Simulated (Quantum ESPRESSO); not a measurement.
# AlNi3: orders under biaxial strain

Aim: follow moments and order energies of AlNi3 with biaxial strain.

Calculated with Quantum ESPRESSO 7.5; PBE; plane waves with GBRV 1.5 PBE potentials, no spin-orbit coupling.

**1. The starting structure**

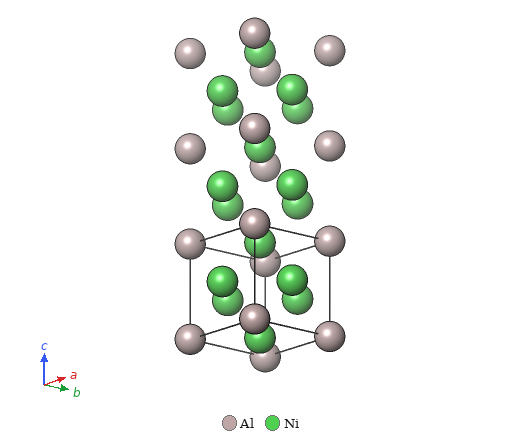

The starting structure, seen from a free direction (aluminium light grey, nickel green). 1×1×3 cells are drawn. Some periodic images of atoms are drawn too.

The cell comes from Materials Project 2023-11-01, a database of computed structures, and need not be the stable phase.

**2. Biaxial 0.96, ferro +++**

Lengths in the Cartesian xy plane scale by the factor; z is kept. Atoms keep their fractional places. Seeded atoms are those given a starting moment.

Contents of pw.in:

```
&CONTROL
  calculation = 'scf'
  prefix = 'pwscf'
  outdir = './tmp'
  pseudo_dir = './pseudo'
  disk_io = 'nowf'
  tprnfor = .true.
  tstress = .true.
/
&SYSTEM
  ibrav = 0
  celldm(1) = 8
  nat = 4
  ntyp = 2
  ecutwfc = 40
  ecutrho = 280
  nbnd = 39
  occupations = 'smearing'
  smearing = 'fd'
  degauss = 0.00367493
  nspin = 2
  starting_magnetization(1) = 0
  starting_magnetization(2) = 0.0556
/
&ELECTRONS
  conv_thr = 8d-09
  electron_maxstep = 150
  mixing_beta = 0.3
/
ATOMIC_SPECIES
Al     26.9815 al_pbe_v1.uspp.F.UPF
Ni     58.6934 ni_pbe_v1.4.uspp.F.UPF
CELL_PARAMETERS alat
   0.7989130266633    0.0000000000000    0.0000000000000
   0.0000000000000    0.7989130266633    0.0000000000000
   0.0000000000000    0.0000000000000    0.8322010694414
ATOMIC_POSITIONS crystal
Al      0.0000000000    0.0000000000    0.0000000000
Ni      0.0000000000    0.5000000000    0.5000000000
Ni      0.5000000000    0.0000000000    0.5000000000
Ni      0.5000000000    0.5000000000    0.0000000000
K_POINTS automatic
8 8 8 0 0 0
```

Command:

```
$ OMP_NUM_THREADS=1 mpirun -n 2 pw.x -nk 2 -in pw.in > pw.out
```

What it wrote:

```text
Program PWSCF v.7.5 starts

     Message from routine setup:
     using ibrav=0 with symmetry is DISCOURAGED, use correct ibrav instead

     K-points division:     npool     =       2
     Subspace diagonalization in iterative solution of the eigenvalue problem:

     bravais-lattice index     =            0
     lattice parameter (alat)  =       8.0000  a.u.
     unit-cell volume          =     271.9551 (a.u.)^3
     number of atoms/cell      =            4
     number of atomic types    =            2
     number of electrons       =        57.00
     number of Kohn-Sham states=           39
     kinetic-energy cutoff     =      40.0000  Ry
     charge density cutoff     =     280.0000  Ry
     scf convergence threshold =      8.0E-09
     mixing beta               =       0.3000
     number of iterations used =            8  plain     mixing
     Exchange-correlation=  SLA  PW   PBX  PBC
                           (   1   4   3   4   0   0   0)

     celldm(1)=   8.000000  celldm(2)=   0.000000  celldm(3)=   0.000000
     celldm(4)=   0.000000  celldm(5)=   0.000000  celldm(6)=   0.000000

     crystal axes: (cart. coord. in units of alat)
               a(1) = (   0.798913   0.000000   0.000000 )
               a(2) = (   0.000000   0.798913   0.000000 )
               a(3) = (   0.000000   0.000000   0.832201 )

     reciprocal axes: (cart. coord. in units 2 pi/alat)
               b(1) = (  1.251701  0.000000  0.000000 )
               b(2) = (  0.000000  1.251701  0.000000 )
               b(3) = (  0.000000  0.000000  1.201633 )

     PseudoPot. # 1 for Al read from file:
     al_pbe_v1.uspp.F.UPF
     Pseudo is Ultrasoft + core correction, Zval =  3.0

     PseudoPot. # 2 for Ni read from file:
     ni_pbe_v1.4.uspp.F.UPF
     Pseudo is Ultrasoft + core correction, Zval = 18.0

     atomic species   valence    mass     pseudopotential
     Al                3.00    26.98150     Al( 1.00)
     Ni               18.00    58.69340     Ni( 1.00)

     Starting magnetic structure
     atomic species   magnetization
     Al              0.000
     Ni              0.056

     16 Sym. Ops., with inversion, found

   Cartesian axes

     site n.     atom                  positions (alat units)
         1        Al     tau(   1) = (   0.0000000   0.0000000   0.0000000  )
         2        Ni     tau(   2) = (   0.0000000   0.3994565   0.4161005  )
         3        Ni     tau(   3) = (   0.3994565   0.0000000   0.4161005  )
         4        Ni     tau(   4) = (   0.3994565   0.3994565   0.0000000  )

     number of k points=    75  Fermi-Dirac smearing, width (Ry)=  0.0037
                       cart. coord. in units 2pi/alat
        k(    1) = (   0.0000000   0.0000000   0.0000000), wk =   0.0019531
        k(    2) = (   0.0000000   0.0000000   0.1502041), wk =   0.0039062
        k(    3) = (   0.0000000   0.0000000   0.3004082), wk =   0.0039062
        k(    4) = (   0.0000000   0.0000000   0.4506123), wk =   0.0039062
        k(    5) = (   0.0000000   0.0000000  -0.6008163), wk =   0.0019531
        [... 70 further k-points ...]

     Dense  grid:    21487 G-vectors     FFT dimensions: (  36,  36,  36)

     Smooth grid:     9327 G-vectors     FFT dimensions: (  25,  25,  27)

     Check: negative core charge=   -0.000013
     Generating pointlists ...
     new r_m :   0.2330 (alat units)  1.8642 (a.u.) for type    1
     new r_m :   0.2330 (alat units)  1.8642 (a.u.) for type    2

     Initial potential from superposition of free atoms

     starting charge      50.9975, renormalised to      57.0000
     Starting wfcs are   43 randomized atomic wfcs

     Self-consistent Calculation

     iteration #  1     ecut=    40.00 Ry     beta= 0.30
     Davidson diagonalization with overlap
     ethr =  1.00E-02,  avg # of iterations =  5.5

     total energy              =   -1003.22960781 Ry
     estimated scf accuracy    <     130.22244814 Ry

     total magnetization       =     0.34 Bohr mag/cell
     absolute magnetization    =     0.43 Bohr mag/cell

     iteration #  2     ecut=    40.00 Ry     beta= 0.30
     Davidson diagonalization with overlap
     ethr =  1.00E-02,  avg # of iterations =  3.0

     total energy              =   -1034.72573672 Ry
     estimated scf accuracy    <      19.97044779 Ry

     total magnetization       =     0.05 Bohr mag/cell
     absolute magnetization    =     0.19 Bohr mag/cell

     [... further iterations left out ...]

     iteration # 17     ecut=    40.00 Ry     beta= 0.30
     Davidson diagonalization with overlap
     ethr =  3.57E-11,  avg # of iterations =  2.1

     total energy              =   -1036.63239081 Ry
     estimated scf accuracy    <          8.2E-09 Ry

     total magnetization       =     0.56 Bohr mag/cell
     absolute magnetization    =     0.68 Bohr mag/cell

     iteration # 18     ecut=    40.00 Ry     beta= 0.30
     Davidson diagonalization with overlap
     ethr =  1.43E-11,  avg # of iterations =  1.5

     Magnetic moment per site  (integrated on atomic sphere of radius R)
     atom   1 (R=0.233)  charge=  1.2090  magn= -0.0114
     atom   2 (R=0.233)  charge= 16.6476  magn=  0.2051
     atom   3 (R=0.233)  charge= 16.6476  magn=  0.2051
     atom   4 (R=0.233)  charge= 16.6564  magn=  0.2047

     End of self-consistent calculation

     Number of k-points >= 100: set verbosity='high' to print the bands.

     the Fermi energy is    17.9296 ev

!    total energy              =   -1036.63239082 Ry
     estimated scf accuracy    <          2.1E-09 Ry
     smearing contrib. (-TS)   =      -0.00225732 Ry
     internal energy E=F+TS    =   -1036.63013350 Ry

     The total energy is F=E-TS. E is the sum of the following terms:
     one-electron contribution =    -658.97432590 Ry
     hartree contribution      =     367.27500621 Ry
     xc contribution           =    -111.47526695 Ry
     ewald contribution        =    -633.45554686 Ry

     total magnetization       =     0.56 Bohr mag/cell
     absolute magnetization    =     0.68 Bohr mag/cell

     convergence has been achieved in  18 iterations

     Forces acting on atoms (cartesian axes, Ry/au):

     atom    1 type  1   force =     0.00000000    0.00000000    0.00000000
     atom    2 type  2   force =     0.00000000    0.00000000    0.00000000
     atom    3 type  2   force =     0.00000000    0.00000000    0.00000000
     atom    4 type  2   force =     0.00000000    0.00000000    0.00000000

     Total force =     0.000000     Total SCF correction =     0.000000

     Computing stress (Cartesian axis) and pressure

          total   stress  (Ry/bohr**3)                   (kbar)     P=      229.34
   0.00168296   0.00000000   0.00000000          247.57        0.00        0.00
   0.00000000   0.00168296   0.00000000            0.00      247.57        0.00
   0.00000000   0.00000000   0.00131117            0.00        0.00      192.88

=------------------------------------------------------------------------------=
   JOB DONE.
=------------------------------------------------------------------------------=
```

Run time: 61 s. Hardware: 2 MPI ranks of Intel Xeon Platinum 8488C (Sapphire Rapids), shared host; peak memory 0.31 GiB.

Spin moment in the atom's sphere by atom:

| atom | spin moment in the atom's sphere (μB) |
| --- | --- |
| Al1 | -0.011 |
| Ni2 | 0.205 |
| Ni3 | 0.205 |
| Ni4 | 0.205 |

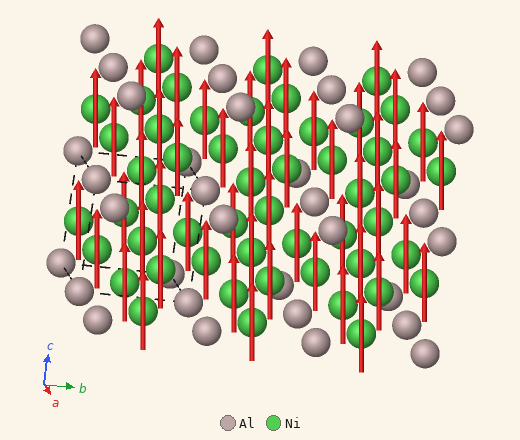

Spin moment in the atom's sphere as arrows, the longest 0.205 μB. Up and down stand for the sign. Arrows give size and sign along the axis of quantisation, drawn up and down the page. 2×3×2 cells are drawn. Some periodic images of atoms are drawn too.

Read from the output:

* smearing term TS: 0.03071 eV
* pressure: 22.93 GPa
* magnetization: 0.558 μB
* absolute magnetization: 0.681 μB
* final state: ferromagnetic

**3. Biaxial 0.96, ferri ++-**

pw.in: that of step 2 with these lines changed.

```diff
@@ -13,6 +13,6 @@
   nat = 4
-  ntyp = 2
+  ntyp = 3
   ecutwfc = 40
   ecutrho = 280
-  nbnd = 39
+  nbnd = 38
   occupations = 'smearing'
@@ -23,2 +23,3 @@
   starting_magnetization(2) = 0.0556
+  starting_magnetization(3) = -0.0556
 /
@@ -31,3 +32,4 @@
 Al     26.9815 al_pbe_v1.uspp.F.UPF
-Ni     58.6934 ni_pbe_v1.4.uspp.F.UPF
+Ni1    58.6934 ni_pbe_v1.4.uspp.F.UPF
+Ni2    58.6934 ni_pbe_v1.4.uspp.F.UPF
 CELL_PARAMETERS alat
@@ -38,5 +40,5 @@
 Al      0.0000000000    0.0000000000    0.0000000000
-Ni      0.0000000000    0.5000000000    0.5000000000
-Ni      0.5000000000    0.0000000000    0.5000000000
-Ni      0.5000000000    0.5000000000    0.0000000000
+Ni1     0.0000000000    0.5000000000    0.5000000000
+Ni1     0.5000000000    0.0000000000    0.5000000000
+Ni2     0.5000000000    0.5000000000    0.0000000000
 K_POINTS automatic
```

What it wrote:

```text
     [... lines left out ...]
Program PWSCF v.7.5 starts
     [... lines left out ...]
     number of atoms/cell      =            4
     [... lines left out ...]
     number of electrons       =        57.00
     number of Kohn-Sham states=           38
     kinetic-energy cutoff     =      40.0000  Ry
     charge density cutoff     =     280.0000  Ry
     scf convergence threshold =      8.0E-09
     [... lines left out ...]
     16 Sym. Ops., with inversion, found
     [... lines left out ...]
     number of k points=    75  Fermi-Dirac smearing, width (Ry)=  0.0037
     [... lines left out ...]
     iteration # 23     ecut=    40.00 Ry     beta= 0.30
     [... lines left out ...]
     Magnetic moment per site  (integrated on atomic sphere of radius R)
     atom   1 (R=0.233)  charge=  1.2090  magn= -0.0114
     atom   2 (R=0.233)  charge= 16.6476  magn=  0.2050
     atom   3 (R=0.233)  charge= 16.6476  magn=  0.2050
     atom   4 (R=0.233)  charge= 16.6564  magn=  0.2046
     [... lines left out ...]
     the Fermi energy is    17.9296 ev
!    total energy              =   -1036.63239082 Ry
     estimated scf accuracy    <          3.5E-10 Ry
     smearing contrib. (-TS)   =      -0.00225774 Ry
     [... lines left out ...]
     total magnetization       =     0.56 Bohr mag/cell
     absolute magnetization    =     0.68 Bohr mag/cell
     convergence has been achieved in  23 iterations
     [... lines left out ...]
     Total force =     0.000000     Total SCF correction =     0.000000
     [... lines left out ...]
          total   stress  (Ry/bohr**3)                   (kbar)     P=      229.19
     [... lines left out ...]
```

Elapsed: 86 s, on 2 MPI ranks; peak memory 0.31 GiB; 2.8 min of CPU time.

Spin moment in the atom's sphere by atom:

| atom | spin moment in the atom's sphere (μB) |
| --- | --- |
| Al1 | -0.011 |
| Ni2 | 0.205 |
| Ni3 | 0.205 |
| Ni4 | 0.205 |

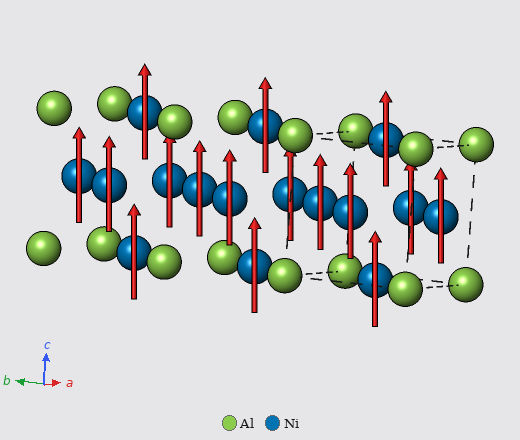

Spin moment in the atom's sphere as arrows, the longest 0.205 μB. Up and down stand for the sign. Arrows give size and sign along the axis of quantisation, drawn up and down the page. 1×3×1 cells are drawn. Some periodic images of atoms are drawn too.

Read from the output:

- smearing term TS: 0.03072 eV
- pressure: 22.92 GPa
- magnetization: 0.558 μB
- absolute magnetization: 0.681 μB
- final state: ferromagnetic

The typed signs were not kept.

**4. Biaxial 0.96, no spin polarisation**

Contents of pw.in:

```
&CONTROL
  calculation = 'scf'
  prefix = 'pwscf'
  outdir = './tmp'
  pseudo_dir = './pseudo'
  disk_io = 'nowf'
  tprnfor = .true.
  tstress = .true.
/
&SYSTEM
  ibrav = 0
  celldm(1) = 8
  nat = 4
  ntyp = 2
  ecutwfc = 40
  ecutrho = 280
  nbnd = 38
  occupations = 'smearing'
  smearing = 'fd'
  degauss = 0.00367493
/
&ELECTRONS
  conv_thr = 8d-09
  electron_maxstep = 150
  mixing_beta = 0.3
/
ATOMIC_SPECIES
Al     26.9815 al_pbe_v1.uspp.F.UPF
Ni     58.6934 ni_pbe_v1.4.uspp.F.UPF
CELL_PARAMETERS alat
   0.7989130266633    0.0000000000000    0.0000000000000
   0.0000000000000    0.7989130266633    0.0000000000000
   0.0000000000000    0.0000000000000    0.8322010694414
ATOMIC_POSITIONS crystal
Al      0.0000000000    0.0000000000    0.0000000000
Ni      0.0000000000    0.5000000000    0.5000000000
Ni      0.5000000000    0.0000000000    0.5000000000
Ni      0.5000000000    0.5000000000    0.0000000000
K_POINTS automatic
8 8 8 0 0 0
```

What it wrote:

```text
     [... lines left out ...]
Program PWSCF v.7.5 starts
     [... lines left out ...]
     number of atoms/cell      =            4
     [... lines left out ...]
     number of electrons       =        57.00
     number of Kohn-Sham states=           38
     kinetic-energy cutoff     =      40.0000  Ry
     charge density cutoff     =     280.0000  Ry
     scf convergence threshold =      8.0E-09
     [... lines left out ...]
     16 Sym. Ops., with inversion, found
     [... lines left out ...]
     number of k points=    75  Fermi-Dirac smearing, width (Ry)=  0.0037
     [... lines left out ...]
     iteration # 16     ecut=    40.00 Ry     beta= 0.30
     [... lines left out ...]
     the Fermi energy is    17.9098 ev
!    total energy              =   -1036.63215436 Ry
     estimated scf accuracy    <          1.7E-09 Ry
     smearing contrib. (-TS)   =      -0.00292219 Ry
     [... lines left out ...]
     convergence has been achieved in  16 iterations
     [... lines left out ...]
     Total force =     0.000000     Total SCF correction =     0.000000
     [... lines left out ...]
          total   stress  (Ry/bohr**3)                   (kbar)     P=      226.50
     [... lines left out ...]
```

The job ended after 34 s (2 MPI ranks; peak memory 0.25 GiB; 67 s of CPU time).

Read from the output:

```yaml
smearing_term_ts: 0.03976 eV
pressure: 22.65 GPa
final_state: non-magnetic (no spin polarisation)
```

**5. Biaxial 1.04, ferro +++**

pw.in: that of step 4 with these lines changed.

```diff
@@ -16,3 +16,3 @@
   ecutrho = 280
-  nbnd = 38
+  nbnd = 39
   occupations = 'smearing'
@@ -20,2 +20,5 @@
   degauss = 0.00367493
+  nspin = 2
+  starting_magnetization(1) = 0
+  starting_magnetization(2) = 0.0556
 /
@@ -30,4 +33,4 @@
 CELL_PARAMETERS alat
-   0.7989130266633    0.0000000000000    0.0000000000000
-   0.0000000000000    0.7989130266633    0.0000000000000
+   0.8654891122195    0.0000000000000    0.0000000000000
+   0.0000000000000    0.8654891122195    0.0000000000000
    0.0000000000000    0.0000000000000    0.8322010694414
```

What it wrote:

```text
     [... lines left out ...]
Program PWSCF v.7.5 starts
     [... lines left out ...]
     number of atoms/cell      =            4
     [... lines left out ...]
     number of electrons       =        57.00
     number of Kohn-Sham states=           39
     kinetic-energy cutoff     =      40.0000  Ry
     charge density cutoff     =     280.0000  Ry
     scf convergence threshold =      8.0E-09
     [... lines left out ...]
     16 Sym. Ops., with inversion, found
     [... lines left out ...]
     number of k points=    75  Fermi-Dirac smearing, width (Ry)=  0.0037
     [... lines left out ...]
     iteration # 17     ecut=    40.00 Ry     beta= 0.30
     [... lines left out ...]
     Magnetic moment per site  (integrated on atomic sphere of radius R)
     atom   1 (R=0.248)  charge=  1.2877  magn= -0.0176
     atom   2 (R=0.248)  charge= 16.8248  magn=  0.2646
     atom   3 (R=0.248)  charge= 16.8248  magn=  0.2646
     atom   4 (R=0.248)  charge= 16.8160  magn=  0.2905
     [... lines left out ...]
     the Fermi energy is    14.7204 ev
!    total energy              =   -1036.65980583 Ry
     estimated scf accuracy    <          2.6E-09 Ry
     smearing contrib. (-TS)   =      -0.00228732 Ry
     [... lines left out ...]
     total magnetization       =     0.73 Bohr mag/cell
     absolute magnetization    =     0.93 Bohr mag/cell
     convergence has been achieved in  17 iterations
     [... lines left out ...]
     Total force =     0.000000     Total SCF correction =     0.000000
     [... lines left out ...]
          total   stress  (Ry/bohr**3)                   (kbar)     P=     -116.29
     [... lines left out ...]
```

It took 76 s on 2 MPI ranks; peak memory 0.3 GiB; 2.5 min of CPU time.

Numbers from this step:

- smearing term TS: 0.03112 eV
- pressure: -11.63 GPa
- magnetization: 0.735 μB
- absolute magnetization: 0.926 μB
- final state: ferromagnetic
- largest moment: 0.2905 μB

**6. All points**

The runs not shown differ from these in the moved quantity alone.

States, by row:

| biaxial | ferro +++ | ferri ++- | no spin polarisation |
| --- | --- | --- | --- |
| 0.96 | ferromagnetic | ferromagnetic | non-magnetic |
| 0.98 | ferromagnetic | ferromagnetic | non-magnetic |
| 1 | ferromagnetic | ferromagnetic | non-magnetic |
| 1.02 | ferromagnetic | ferromagnetic | non-magnetic |
| 1.04 | ferromagnetic | ferromagnetic | non-magnetic |

Largest site moment, ferro +++ = ferri ++- against biaxial:

| biaxial (factor) | largest site moment, ferro +++ = ferri ++- (μB) |
| --- | --- |
| 0.9600 | 0.205 |
| 0.9800 | 0.238 |
| 1.0000 | 0.256 |
| 1.0200 | 0.275 |
| 1.0400 | 0.290 |

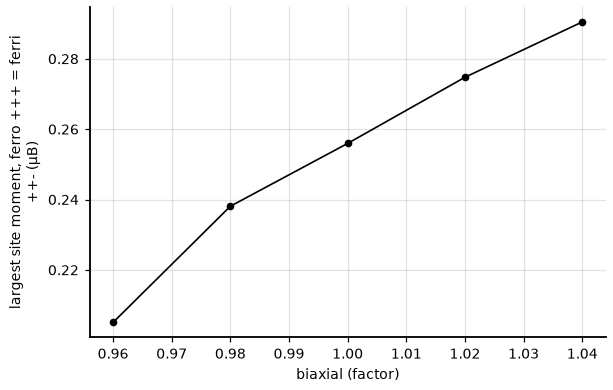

Largest site moment, ferro +++ = ferri ++-, plotted against biaxial.

Energy less that of the parallel start against biaxial; values in meV a seeded atom:

| biaxial (factor) | ferri ++- | no spin polarisation |
| --- | --- | --- |
| 0.9600 | -1.4e-6 | 1.07 |
| 0.9800 | -2.1e-5 | 1.95 |
| 1.0000 | -1.1e-6 | 2.76 |
| 1.0200 | -5.7e-6 | 3.53 |
| 1.0400 | 7.2e-6 | 4.02 |

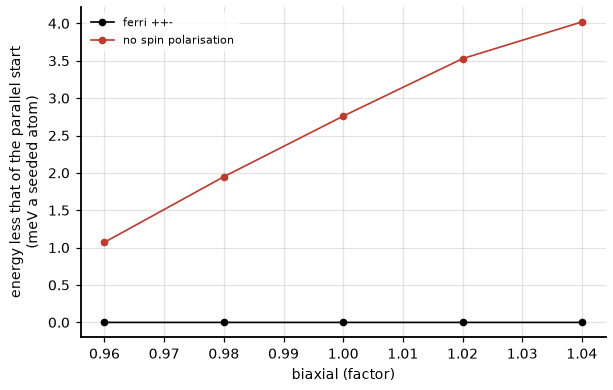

Energy less that of the parallel start, plotted against biaxial.

Table of energy over the lowest by biaxial; values in meV an atom:

| biaxial (factor) | ferro +++ | ferri ++- | no spin polarisation |
| --- | --- | --- | --- |
| 0.9600 | 106 | 106 | 106 |
| 0.9800 | 42.4 | 42.4 | 43.9 |
| 1.0000 | 8.50 | 8.50 | 10.6 |
| 1.0200 | 0 | 0 | 2.65 |
| 1.0400 | 12.3 | 12.3 | 15.3 |

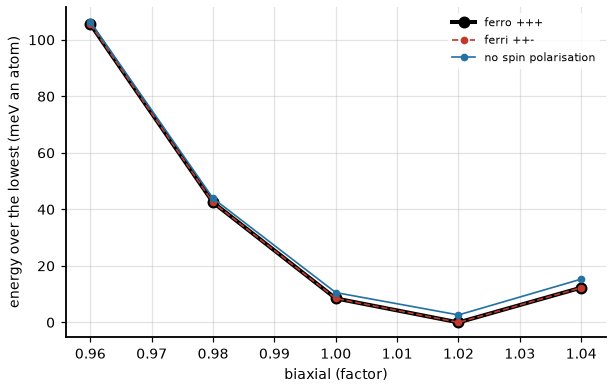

Energy over the lowest, plotted against biaxial.

**7. Results**

```json
{
  "moment, parallel start": "0.205 to 0.290 μB",
  "states met from these starts": "ferromagnetic"
}
```

**Reading.** The moment of the parallel start goes from 0.205 μB at 0.96 to 0.290 μB at 1.04. The net moment of the cell goes from 0.558 to 0.735 μB. The radius of the spheres follows the nearest distance, so part of the change of the site moments is the spheres'. Some or all runs of the second start lost their moments or typed signs, and their energies are those of the state reached. The largest moment of the start ferri ++- lies between 0.205 and 0.290 μB.

[Logs and program files are shortened in this print: banners, set-up blocks, solver, clock and traceback lines can be left out without a mark of their own.]

[Logs are printed without paths, hosts, clocks, repeated set-up lines and the standing remarks that a program may print on its own settings, such as how far it seeks lower states.]

[Hosts, paths, dates, database ids (printed as entryN), source tags and the programs' standing remarks are cut or masked in the printed files.]

[Where a cell is said to come from a database of computed structures, the database is the Materials Project.]
